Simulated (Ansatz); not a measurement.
## Geometry relaxation of B$_{5}$N (part 1 of 2)

- system: B$_{5}$N (P6/mmm, 6 atoms in the cell)
- method: DFT PBE, scalar-relativistic, plane waves, PAW, no spin polarisation (Ansatz 0.2.0)

The structure was made by a generator, so it may or may not be a known phase. Figures and captions count atoms from 1; the log counts them from 0 in places.

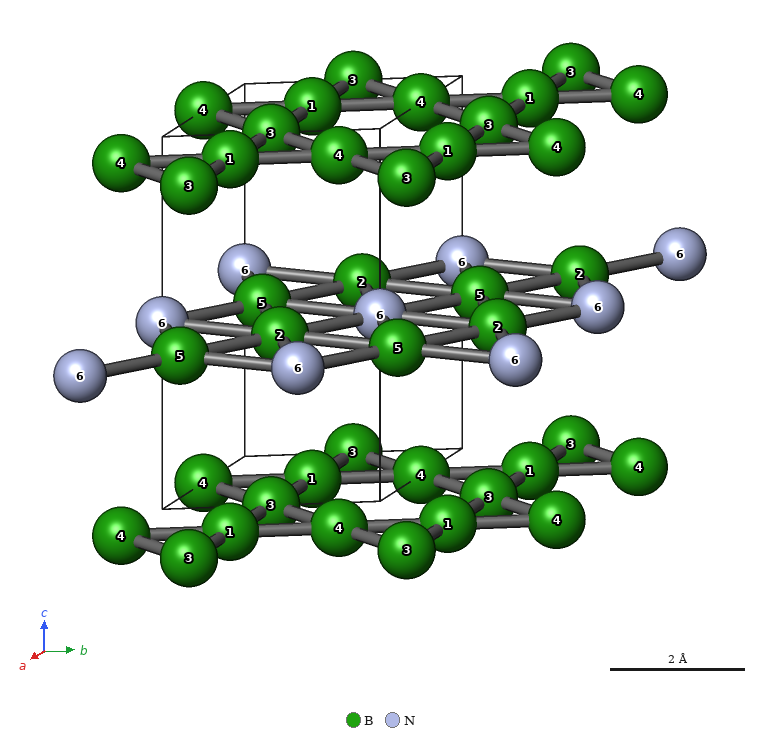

Fig. 1: The input geometry (ball-and-stick view of the cell of the calculation, repeated 2 × 2 × 1, seen slightly off an axis; atoms are numbered from 1 in the order of the input). An atom can appear more than once, as a periodic image. Near neighbours in the periodic cell (some may lie outside the picture): B has 4 B at 1.65 Å; B has 3 B at 1.90 Å and 3 N at 1.90 Å; N has 6 B at 1.90 Å.

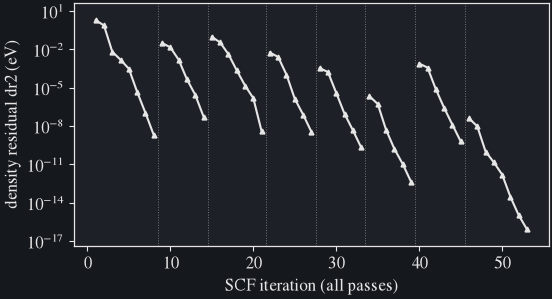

Fig. 2: Convergence of the self-consistent field: density residual dr2 against the SCF iteration. The dotted lines part the SCF passes of the relaxation: geometry steps, rejected trials and re-solves on a re-selected basis. The 8 passes take 6 to 8 iterations each, 53 in all.

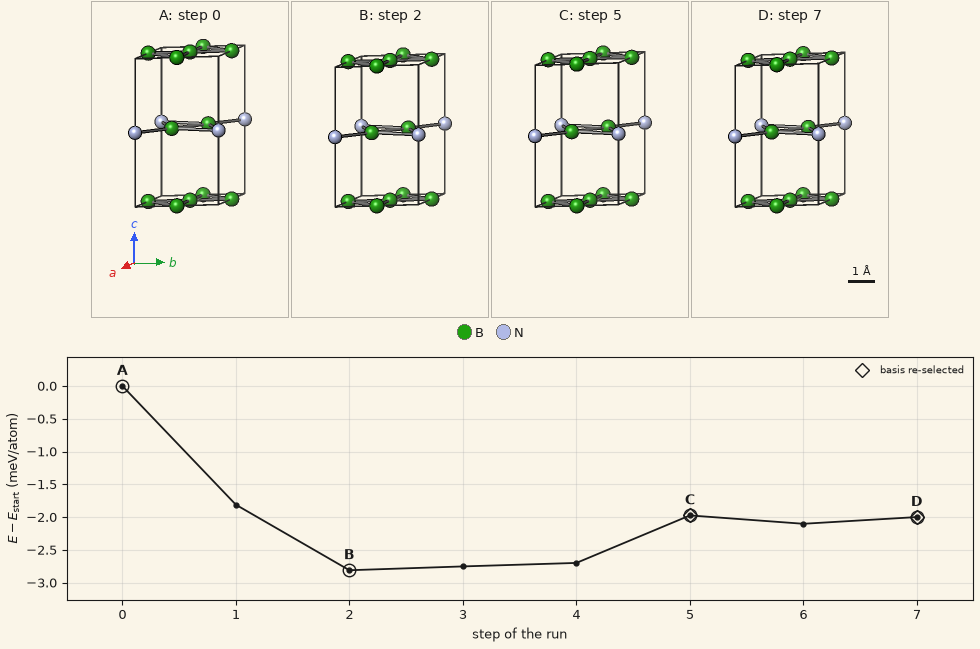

Fig. 3: Frames of the relaxation (ball-and-stick view of the cell of the calculation, seen slightly off an axis) above the curves, on which the letters mark them (the first geometry is step 0 here and step 1 in the log).

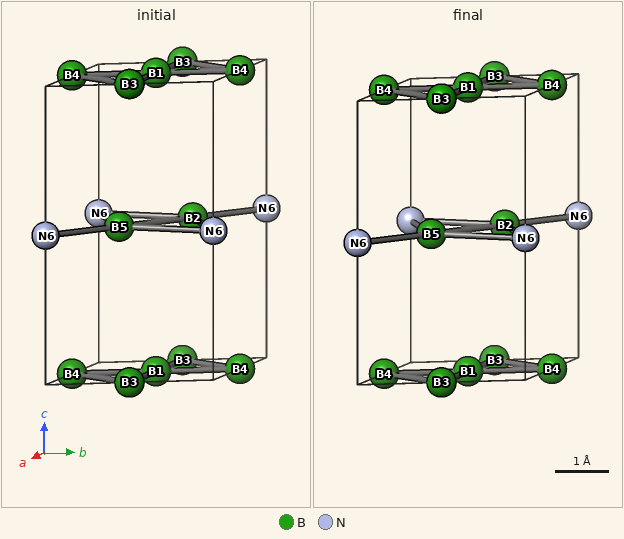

Fig. 4: Before (left) and after (right) the relaxation, at one scale (ball-and-stick view of the cell of the calculation, seen slightly off an axis). The atoms keep their places relative to the cell (all moves are under 0.005 Å). Cell: a = b stay at 3.296 Å, c 5.785 → 5.502 Å (−4.9 %). Volume −4.9 %. The space group stays P6/mmm (No. 191). The energy falls by 2.1 meV per atom in 5 geometry steps. All forces vanish by symmetry, so only the cell relaxes. The pressure goes from −0.48 to 0.00 GPa. 1 further SCF at an unchanged geometry re-selected the plane-wave basis for the new cell. The energy change given includes the shifts at the re-selections in mid-walk, which come without any move. A last SCF at the same geometry on a re-selected plane-wave basis shifts the energy by +0.1 meV per atom. (Atoms are counted from 1 in the order of the input.)

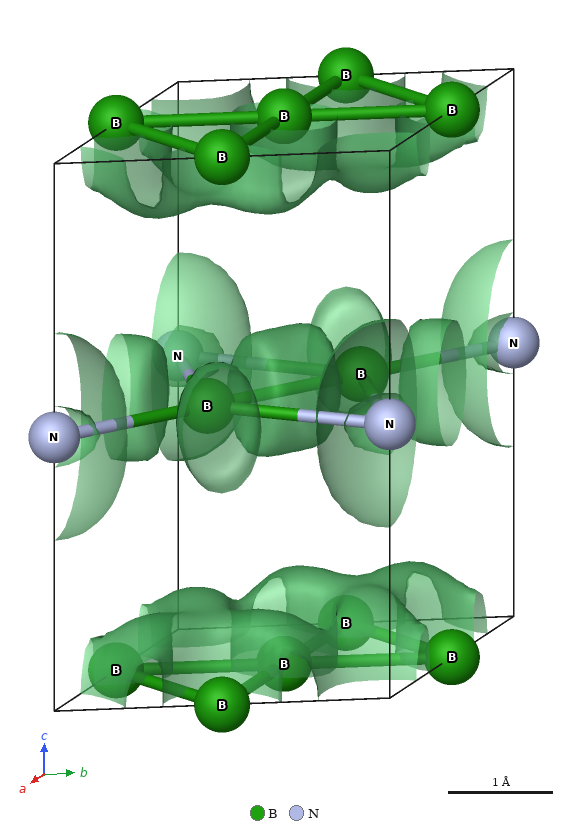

Fig. 5: Isosurface of the ELF at 0.65 (green), seen slightly off an axis. Only the valence region is drawn (cores and ρ < 0.01 e/Å³ removed). Sticks mark near contacts. The outline is the cell set on symmetry axes. Values along the shortest contacts: B–N (1.90 Å): the ELF peaks at about 0.75 between the atoms. The fields are those of the smooth PAW valence density.

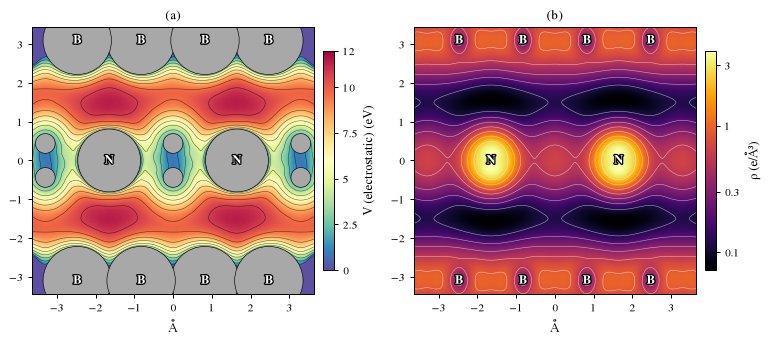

Fig. 6: (a) electrostatic potential (local pseudopotential plus Hartree) felt by an electron; (b) valence charge density (pseudo) on the (011̄) plane of the conventional cell. Grey discs, where drawn, cover atomic cores. The section cuts through B and N sites. B–B (1.65 Å): ρ is about 0.95 e/Å³ halfway, a local maximum along the line. Away from the nuclei the density in this plane falls to 0.07 e/Å³ at its lowest. Outside the cores the potential energy rises away from the atoms and is highest about 1.5 Å from the nearest atoms; outside the discs it spans about 11 eV, and its zero is arbitrary.

The input and output of the run follow.

## Input
```yaml
crystal:
  lattice:
    - [3.2957516237, 0.0, 0.0]
    - [-1.6478758118, 2.8542046307, 0.0]
    - [0.0, 0.0, 5.7845370884]
  atoms:
    - { symbol: B, position: [0.5, 0.5, 0.0] }
    - { symbol: B, position: [0.3333333333, 0.6666666667, 0.5] }
    - { symbol: B, position: [0.0, 0.5, 0.0] }
    - { symbol: B, position: [0.5, 0.0, 0.0] }
    - { symbol: B, position: [0.6666666667, 0.3333333333, 0.5] }
    - { symbol: "N", position: [0.0, 0.0, 0.5] }
basis:
  ecutwfc: 420
kpoints:
  mp_grid: { grid: [12, 12, 8] }
hamiltonian:
  xc: pbe
scf:
  occupations: { method: gaussian, width: 0.1 }
output:
  forces: true
  stress: true
  eigenvalues: true
  write_density: true
  write_potential: true
  elf: true
  volumetric_format: npy
relax:
  adjacent_minimum: "off"
  f_tol: 0.01
  max_steps: 80
  cell: { stress_tol: 0.05 }
```

Launched with:
```bash
ansatz run input.yaml --threads 1 --pin off --max-ram 2560MiB --backend cpu --events-out ev --progress --plain --runs-dir out
```

## Log
```
Engine: ansatz 0.2.0, aarch64-unknown-linux-gnu
Pseudopotentials: kind: paw
Pseudopotential: B, paw, valence charge 3, recommended cutoff 420 eV (normal), B.paw.azcp
Pseudopotential: N, paw, valence charge 5, recommended cutoff 420 eV (normal), N.paw.azcp
Functional definition: PBE
  parameter kappa = 0.804
  parameter beta = 0.06672455060314922
  exchange = pbe_x(kappa = kappa, mu = beta*pi^2/3)
  correlation = pbe_c(beta = beta)
Crystal: 6 atoms, lattice volume = 54.414 Å³
Basis set: ecut = 420 eV, 1087 PW (Γ), exchange–correlation on 48×48×80 points (8 copies of the dense FFT grid, shifted against one another)
Bands: 16, of which v1, the nominal top of the filled ones, is band 10 counted from 1 (9 counted from 0)
Symmetry: 24 space group operations
Space group: P6/mmm (ITA 191), of the structure as read, at distance tolerance 3.8e-5 Å
k-points: 95 of 1152
Non-local potential: B, projectors of the file, l = 0: 2, l = 1: 2, l = 2: 1
Non-local potential: N, projectors of the file, l = 0: 2, l = 1: 2, l = 2: 1
PAW form: soft (Blöchl's): semilocal exchange-correlation on the pseudo side does not see the compensation charge
PAW one-centre angular grid: B, 110 points (default); XC on 64 Gauss nodes
PAW one-centre angular grid: N, 110 points (default); XC on 64 Gauss nodes
Initial density: superposition of atomic densities (neutral atoms: chi_scale 0, normalization atom), corrected by the library's trained network
Initial wavefunctions: pseudopotential atomic-orbital guess
Functional: x = pbe(κ = 0.804, μ = 0.2195149727645171), c = pbe(β = 0.06672455060314922)
SCF iter   1: F=—  HF=-1154.682727 eV  |F-HF|=—  |Δ(HF+E_count)|=         —  Δρ=3.15e-2  dr2=1.97e0  ethr=1.77e-3  ⟨swp⟩=5.7  Hψ=8161  notcnv=0
preconditioner: auto → Kerker (q_TF=auto, 2.309 Å⁻¹)  [metal: Δε(μ)=0.019 eV  Ē_g=10.171 eV  σ=0.100 eV  W_gap=0.11  n_scr=10 (ndim 8)  ℏωp=22.5 eV  f_vac=0.000  D(μ)=2.90/eV (n_scr^D=34)]
SCF iter   2: F=—  HF=-1154.556269 eV  |F-HF|=—  |Δ(HF+E_count)|=   1.26e-1  Δρ=1.78e-2  dr2=7.44e-1  ethr=1.77e-3  ⟨swp⟩=1.5  Hψ=2338  notcnv=0  defer=7
SCF iter   3: F=—  HF=-1154.488537 eV  |F-HF|=—  |Δ(HF+E_count)|=   6.77e-2  Δρ=2.97e-3  dr2=6.58e-3  ethr=1.77e-3  ⟨swp⟩=1.8  Hψ=1673  notcnv=0  defer=15
SCF iter   4: F=—  HF=-1154.487697 eV  |F-HF|=—  |Δ(HF+E_count)|=   8.40e-4  Δρ=7.67e-4  dr2=1.54e-3  ethr=3.29e-5  ⟨swp⟩=1.7  Hψ=2533  notcnv=0  defer=93
SCF iter   5: F=—  HF=-1154.487505 eV  |F-HF|=—  |Δ(HF+E_count)|=   1.93e-4  Δρ=3.57e-4  dr2=3.05e-4  ethr=7.69e-6  ⟨swp⟩=1.0  Hψ=1431  notcnv=0  defer=93
SCF iter   6: F=—  HF=-1154.487450 eV  |F-HF|=—  |Δ(HF+E_count)|=   5.51e-5  Δρ=6.19e-5  dr2=4.71e-6  ethr=1.53e-6  ⟨swp⟩=1.1  Hψ=1452  notcnv=0  defer=93
SCF iter   7: F=—  HF=-1154.487454 eV  |F-HF|=—  |Δ(HF+E_count)|=   4.16e-6  Δρ=1.00e-5  dr2=1.07e-7  ethr=2.36e-8  ⟨swp⟩=2.1  Hψ=2060  notcnv=0  defer=93
SCF iter   8: F=-1154.487454 eV  HF=-1154.487454 eV  |F-HF|=1.25e-9  |Δ(HF+E_count)|=   2.02e-8  Δρ=1.20e-6  dr2=2.02e-9  ethr=5.00e-10  ⟨swp⟩=11.7  Hψ=9709  notcnv=0
SCF 1 converged in 8 iterations: F = -1154.487454 eV  dr2 = 2.02e-9
  greatest PAW one-centre occupation: 0.859 electrons in one spin orbital (limit 2), on the N atom at site 5 (counted from 0), in its partial waves of l = 0
relax step   1: F+E_penalty+E_count = -1154.48745378 eV  Δ(F+E_penalty+E_count) = +0.000e0 eV  max|allowed force component| = 6.538e-16 eV/Å  Δτ_max = 0.0000 Å  P = -0.480 GPa  Ω = 54.414 Å³  (8 SCF iters, dr2 threshold 1.00e-7 eV, accepted)
Crystal: 6 atoms, lattice volume = 53.106 Å³
Basis set: ecut = 420 eV, 1051 PW (Γ), exchange–correlation on 48×48×80 points (8 copies of the dense FFT grid, shifted against one another)
Initial density: handed on by an earlier stage of this run
Initial wavefunctions: those handed on with the density
iter 1 solved again at ethr=1.66e-4 eV; its pass at ethr=3.10e-3 eV (dr2=3.33e-2 eV) is discarded
SCF iter   1: F=—  HF=-1154.503152 eV  |F-HF|=—  |Δ(HF+E_count)|=         —  Δρ=3.86e-3  dr2=3.21e-2  ethr=1.66e-4  ⟨swp⟩=1.0  Hψ=10080  notcnv=0
preconditioner: auto → Kerker (q_TF=auto, 2.318 Å⁻¹)  [metal: Δε(μ)=0.016 eV  Ē_g=10.191 eV  σ=0.100 eV  W_gap=0.09  n_scr=10 (ndim 8)  ℏωp=22.8 eV  f_vac=0.000  D(μ)=2.55/eV (n_scr^D=22)]
SCF iter   2: F=—  HF=-1154.500996 eV  |F-HF|=—  |Δ(HF+E_count)|=   2.16e-3  Δρ=2.39e-3  dr2=1.44e-2  ethr=1.61e-4  ⟨swp⟩=1.0  Hψ=1520  notcnv=0
SCF iter   3: F=—  HF=-1154.498671 eV  |F-HF|=—  |Δ(HF+E_count)|=   2.33e-3  Δρ=7.05e-4  dr2=1.57e-3  ethr=7.20e-5  ⟨swp⟩=1.0  Hψ=1520  notcnv=0
SCF iter   4: F=—  HF=-1154.498308 eV  |F-HF|=—  |Δ(HF+E_count)|=   3.64e-4  Δρ=2.47e-4  dr2=4.56e-5  ethr=7.85e-6  ⟨swp⟩=1.5  Hψ=1848  notcnv=0
SCF iter   5: F=—  HF=-1154.498319 eV  |F-HF|=—  |Δ(HF+E_count)|=   1.08e-5  Δρ=4.01e-5  dr2=2.79e-6  ethr=2.28e-7  ⟨swp⟩=2.3  Hψ=2284  notcnv=0
SCF iter   6: F=-1154.498318 eV  HF=-1154.498318 eV  |F-HF|=2.29e-9  |Δ(HF+E_count)|=   3.91e-7  Δρ=8.19e-6  dr2=5.57e-8  ethr=3.00e-9  ⟨swp⟩=10.1  Hψ=11216  notcnv=0
SCF 2 converged in 6 iterations: F = -1154.498318 eV  dr2 = 5.57e-8
  greatest PAW one-centre occupation: 0.857 electrons in one spin orbital (limit 2), on the N atom at site 5 (counted from 0), in its partial waves of l = 0
relax step   2: F+E_penalty+E_count = -1154.49831822 eV  Δ(F+E_penalty+E_count) = -1.086e-2 eV  max|allowed force component| = 1.221e-15 eV/Å  Δτ_max = 0.0000 Å  P = -0.242 GPa  Ω = 53.106 Å³  energy of the carried Pulay correction = +2.999e-3 eV  (6 SCF iters, dr2 threshold 6.00e-7 eV, accepted)
Crystal: 6 atoms, lattice volume = 51.294 Å³
Basis set: ecut = 420 eV, 1003 PW (Γ), exchange–correlation on 48×48×80 points (8 copies of the dense FFT grid, shifted against one another)
iter 1 solved again at ethr=4.99e-4 eV; its pass at ethr=3.10e-3 eV (dr2=9.98e-2 eV) is discarded
SCF iter   1: F=—  HF=-1154.514461 eV  |F-HF|=—  |Δ(HF+E_count)|=         —  Δρ=6.72e-3  dr2=9.72e-2  ethr=4.99e-4  ⟨swp⟩=1.0  Hψ=10447  notcnv=0
preconditioner: auto → Kerker (q_TF=auto, 2.332 Å⁻¹)  [metal: Δε(μ)=0.002 eV  Ē_g=10.273 eV  σ=0.100 eV  W_gap=0.01  n_scr=10 (ndim 8)  ℏωp=23.2 eV  f_vac=0.000  D(μ)=3.14/eV (n_scr^D=34)]
SCF iter   2: F=—  HF=-1154.509115 eV  |F-HF|=—  |Δ(HF+E_count)|=   5.35e-3  Δρ=3.83e-3  dr2=3.50e-2  ethr=4.86e-4  ⟨swp⟩=1.0  Hψ=1520  notcnv=0
SCF iter   3: F=—  HF=-1154.505158 eV  |F-HF|=—  |Δ(HF+E_count)|=   3.96e-3  Δρ=1.21e-3  dr2=4.21e-3  ethr=1.75e-4  ⟨swp⟩=1.0  Hψ=1520  notcnv=0
SCF iter   4: F=—  HF=-1154.504335 eV  |F-HF|=—  |Δ(HF+E_count)|=   8.23e-4  Δρ=3.59e-4  dr2=2.33e-4  ethr=2.11e-5  ⟨swp⟩=1.0  Hψ=1522  notcnv=0
SCF iter   5: F=—  HF=-1154.504315 eV  |F-HF|=—  |Δ(HF+E_count)|=   2.06e-5  Δρ=7.73e-5  dr2=1.50e-5  ethr=1.17e-6  ⟨swp⟩=1.1  Hψ=1657  notcnv=0
SCF iter   6: F=—  HF=-1154.504312 eV  |F-HF|=—  |Δ(HF+E_count)|=   2.88e-6  Δρ=2.46e-5  dr2=1.53e-6  ethr=7.49e-8  ⟨swp⟩=1.2  Hψ=1546  notcnv=0
SCF iter   7: F=-1154.504312 eV  HF=-1154.504312 eV  |F-HF|=1.17e-9  |Δ(HF+E_count)|=   2.63e-7  Δρ=2.78e-6  dr2=3.95e-9  ethr=3.00e-9  ⟨swp⟩=9.3  Hψ=10345  notcnv=0
SCF 3 converged in 7 iterations: F = -1154.504312 eV  dr2 = 3.95e-9
  greatest PAW one-centre occupation: 0.854 electrons in one spin orbital (limit 2), on the N atom at site 5 (counted from 0), in its partial waves of l = 0
relax step   3: F+E_penalty+E_count = -1154.50431162 eV  Δ(F+E_penalty+E_count) = -5.993e-3 eV  max|allowed force component| = 3.577e-16 eV/Å  Δτ_max = 0.0000 Å  P = +0.156 GPa  Ω = 51.294 Å³  energy of the carried Pulay correction = +7.270e-3 eV  (7 SCF iters, dr2 threshold 6.00e-7 eV, accepted)
Crystal: 6 atoms, lattice volume = 51.830 Å³
iter 1 solved again at ethr=2.81e-5 eV; its pass at ethr=3.10e-3 eV (dr2=5.62e-3 eV) is discarded
SCF iter   1: F=—  HF=-1154.504808 eV  |F-HF|=—  |Δ(HF+E_count)|=         —  Δρ=1.67e-3  dr2=5.69e-3  ethr=2.81e-5  ⟨swp⟩=2.1  Hψ=9474  notcnv=0
preconditioner: auto → Kerker (q_TF=auto, 2.328 Å⁻¹)  [metal: Δε(μ)=0.018 eV  Ē_g=10.228 eV  σ=0.100 eV  W_gap=0.10  n_scr=10 (ndim 8)  ℏωp=23.1 eV  f_vac=0.000  D(μ)=2.26/eV (n_scr^D=22)]
SCF iter   2: F=—  HF=-1154.504377 eV  |F-HF|=—  |Δ(HF+E_count)|=   4.31e-4  Δρ=1.03e-3  dr2=2.54e-3  ethr=2.81e-5  ⟨swp⟩=1.0  Hψ=1520  notcnv=0
SCF iter   3: F=—  HF=-1154.503962 eV  |F-HF|=—  |Δ(HF+E_count)|=   4.14e-4  Δρ=2.08e-4  dr2=1.05e-4  ethr=1.27e-5  ⟨swp⟩=1.0  Hψ=1521  notcnv=0
SCF iter   4: F=—  HF=-1154.503963 eV  |F-HF|=—  |Δ(HF+E_count)|=   9.29e-7  Δρ=5.32e-5  dr2=1.36e-6  ethr=5.27e-7  ⟨swp⟩=1.3  Hψ=1612  notcnv=0
iter 5 did not close the SCF: its close was put off for the readings that it lacked (scf_convergence_deferred on its scf_iter line)
SCF iter   5: F=-1154.503963 eV  HF=-1154.503963 eV  |F-HF|=5.88e-9  |Δ(HF+E_count)|=   3.00e-7  Δρ=1.10e-5  dr2=8.05e-8  ethr=6.78e-9  ⟨swp⟩=2.5  Hψ=2335  notcnv=0
SCF iter   6: F=-1154.503963 eV  HF=-1154.503963 eV  |F-HF|=8.46e-10  |Δ(HF+E_count)|=   7.65e-9  Δρ=2.58e-6  dr2=3.60e-9  ethr=4.03e-10  ⟨swp⟩=6.5  Hψ=9732  notcnv=0
SCF 4 converged in 6 iterations: F = -1154.503963 eV  dr2 = 3.60e-9
  greatest PAW one-centre occupation: 0.855 electrons in one spin orbital (limit 2), on the N atom at site 5 (counted from 0), in its partial waves of l = 0
relax step   4: F+E_penalty+E_count = -1154.50396299 eV  Δ(F+E_penalty+E_count) = +3.486e-4 eV  max|allowed force component| = 2.961e-16 eV/Å  Δτ_max = 0.0000 Å  P = +0.028 GPa  Ω = 51.830 Å³  energy of the carried Pulay correction = +5.994e-3 eV  (6 SCF iters, dr2 threshold 4.90e-7 eV, accepted)
Crystal: 6 atoms, lattice volume = 51.985 Å³
iter 1 solved again at ethr=1.76e-6 eV; its pass at ethr=3.10e-3 eV (dr2=3.51e-4 eV) is discarded
```
